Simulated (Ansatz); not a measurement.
## Electronic structure of Cu$_{10}$N (slab) in real space

The calculation's input:

```
crystal:
  lattice:
    - [2.5197984277, 0.0, 0.0]
    - [-1.2598992139, 2.1822094508, 0.0]
    - [0.0, 0.0, 37.5293232684]
  atoms:
    - { symbol: Cu, position: [0.3333333333, 0.6666666667, 0.2264895623] }
    - { symbol: Cu, position: [0.0, 0.0, 0.2813483638] }
    - { symbol: Cu, position: [0.6666666667, 0.3333333333, 0.3362071653] }
    - { symbol: Cu, position: [0.0, 0.0, 0.3910659668] }
    - { symbol: Cu, position: [0.3333333333, 0.6666666667, 0.4459247684] }
    - { symbol: Cu, position: [0.0, 0.0, 0.5007794855] }
    - { symbol: Cu, position: [0.6666666667, 0.3333333333, 0.5556312577] }
    - { symbol: Cu, position: [0.0, 0.0, 0.6104540935] }
    - { symbol: Cu, position: [0.3333333333, 0.6666666667, 0.6652176881] }
    - { symbol: Cu, position: [0.0, 0.0, 0.719995872] }
    - { symbol: "N", position: [0.0, 0.0, 0.7743533669] }
basis:
  ecutwfc: 420
kpoints:
  mp_grid: { grid: [12, 12, 1] }
hamiltonian:
  xc: pbesol
scf:
  occupations: { method: gaussian, width: 0.1 }
output:
  forces: true
  eigenvalues: true
  write_density: true
  write_potential: true
  elf: true
  volumetric_format: npy
relax:
  adjacent_minimum: "off"
  f_tol: 0.03
  max_steps: 70
  constraints: [{ sites: [0, 1, 2, 3, 4] }]
efield:
  axis: 3
  dipole_correction: true
  ramp_width: 0.04
```

Command:

```sh
ansatz run input.yaml --threads 2 --pin off --max-ram 5120MiB --backend cpu --events-out ev --progress --plain --runs-dir out
```

The fields are those of the run's last geometry, not of the input's.

Computed without spin polarisation.

These are results of Ansatz 0.2.0, DFT PBEsol, scalar-relativistic, plane waves, PAW, not measurements.

In a PAW calculation such maps are meaningful between the atoms, not at the nuclei.

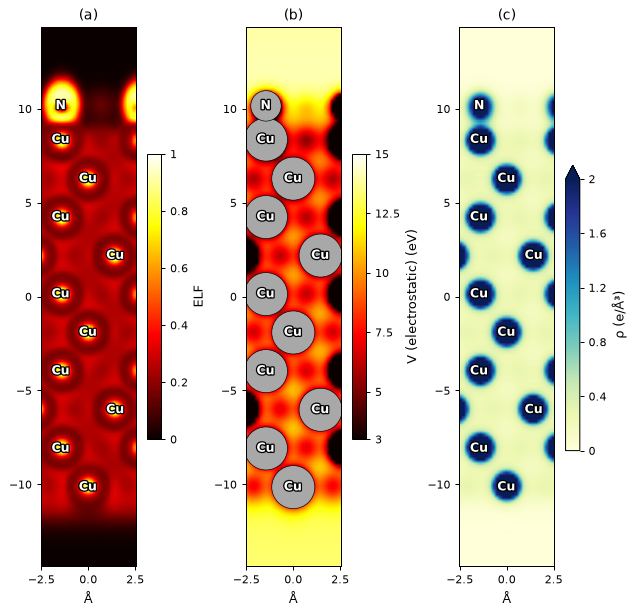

Figure 1. (a) electron localisation function; (b) electrostatic potential energy of an electron; (c) valence pseudo-density on the (110) plane of the calculation cell, a cut from vacuum to vacuum. Grey discs cover the atomic cores in the potential map.

Q: Interpret the plot.

A:
- Atoms in the plane: Cu and N.
- Cu–N (1.79 Å): ρ at the midpoint is about 1.1 e/Å³; the ELF peaks at about 0.90 in the valence shell of N, 0.6 Å from its nucleus, and is about 0.35 at the midpoint.
- The density dies away to nearly zero in the vacuum.
- The features right at Cu lie inside the PAW spheres, where the map follows smoothed inner orbitals and isn't to be read closely.

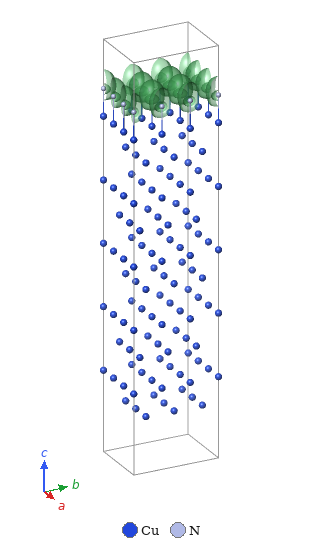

Figure 2. Isosurface of the electron localisation function at 0.7 (green), seen slightly off an axis. Only the valence region is drawn (cores and ρ < 0.01 e/Å³ removed). Sticks mark near contacts.

Q: What do the ELF domains correspond to?

A: The surface consists of one lobe on N, pointing away from the bonds (lone pairs), counted in one cell of 11 atoms. Counts are for one cell; the picture repeats the cell along the surface.

Q: Does the calculation make it a metal, or give it a gap?

A: It is metallic or semimetallic at this level of theory: no gap opens.
